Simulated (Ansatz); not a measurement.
```cif
data_structure
_symmetry_space_group_name_H-M 'P 1'
_symmetry_Int_Tables_number 1
_cell_length_a 3.1805
_cell_length_b 3.1805
_cell_length_c 7.7905
_cell_angle_alpha 90.000
_cell_angle_beta 90.000
_cell_angle_gamma 120.000
_cell_volume 68.25
loop_
_atom_site_label
_atom_site_type_symbol
_atom_site_fract_x
_atom_site_fract_y
_atom_site_fract_z
_atom_site_occupancy
Ga1 Ga 0.33333 0.66667 0.66667 1
Ga2 Ga 0.66667 0.33333 0.33333 1
Ga3 Ga 0.00000 0.00000 0.00000 1
N1 N 0.00000 0.00000 0.74037 1
N2 N 0.33333 0.66667 0.40704 1
N3 N 0.66667 0.33333 0.07371 1
```

Space group R3m; a structure from a database of computed crystals, not necessarily the ambient phase; changed on purpose from its base cell (all N atoms moved -0.075 Å, as atom 2 towards its neighbour atom 1 (Ga) at 1.948 A); not relaxed (largest force 0.8 eV/Å).

Method: DFT r2SCAN, scalar-relativistic, plane waves, PAW (Ansatz 0.2.0).

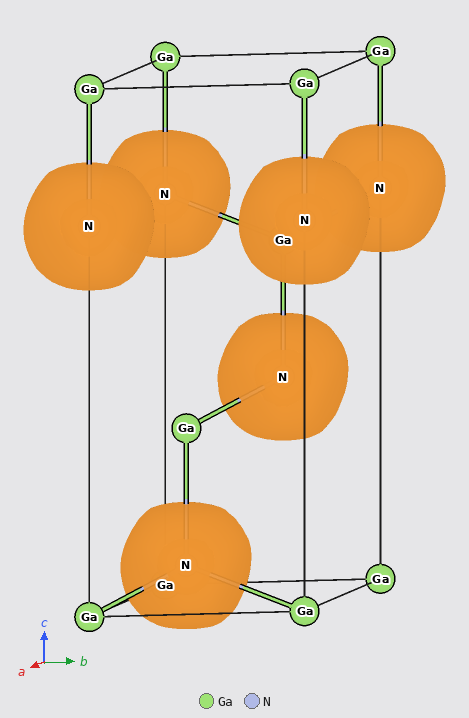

GaN. Isosurface of the electron localisation function at 0.65 (orange), seen slightly off an axis. Core shells and regions of very low density are left out. Sticks mark near contacts.

Core electrons are frozen (PAW), and the valence fields are smoothed inside the atomic spheres.

> What do the ELF domains correspond to?

At this value the surface marks out three regions wrapped around N (the valence shell of each), counted in one cell of 6 atoms. Any copies at cell faces, edges or corners count once. Along the contacts the grid gives the following. Ga–N (1.92 Å): the ELF peaks at about 0.85 in the valence shell of N, 0.7 Å from its nucleus, and is about 0.50 at the midpoint. Ga–N (2.02 Å): the ELF peaks at about 0.85 in the valence shell of N, 0.7 Å from its nucleus, and is about 0.45 at the midpoint.

> Does the calculation make it a metal, or give it a gap?

It is gapped, with a Kohn–Sham gap of 2.0 eV on the k-point mesh, an upper bound to the gap of this method.
